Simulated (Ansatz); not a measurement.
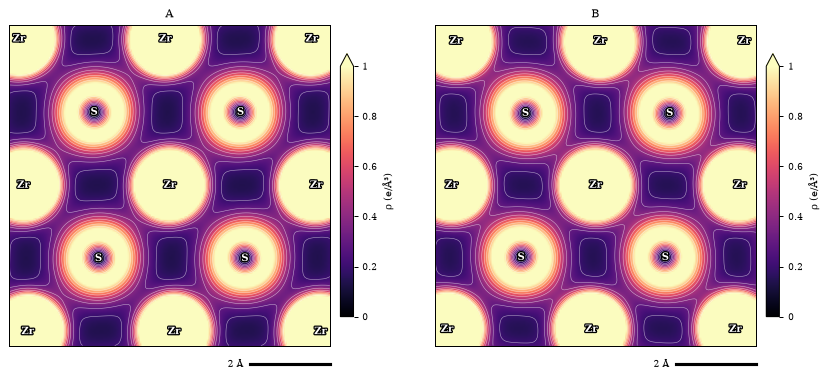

ZrS. The valence electron density of two cells that differ in size and shape, on the (101) plane of each (indices in the axes of the calculation cell), at one length scale and on one colour scale; one has 16.2 and the other 17.5 Å³ an atom.

Theory: DFT PBEsol, scalar-relativistic, plane waves, PAW (Ansatz 0.2.0).

The density is the valence pseudo-density of a PAW calculation; it isn't the true density close to the nuclei.

The larger cell:

```yaml
crystal:
  lattice:
    - [0.00000, 2.62182, 2.54433]
    - [2.62182, 0.00000, 2.54433]
    - [2.62182, 2.62182, 0.00000]
  atoms:
    - { symbol: Zr, position: [0.00000, 0.00000, 0.00000] }
    - { symbol: S, position: [0.50000, 0.50000, 0.50000] }
```

The smaller cell: a = 3.599 Å, b = 3.599 Å, c = 3.543 Å, α = 60.51°, β = 60.51°, γ = 58.99°.

Question: Which panel shows the smaller cell, and what does the compression change?

Answer: Panel B is the smaller cell, by 7 % in volume. From the larger cell to the smaller, Zr–S goes from 2.54 to 2.51 Å, and the density at its midpoint from 0.39 to 0.42 e/Å³; the pressure goes from −1.8 to 11 GPa.
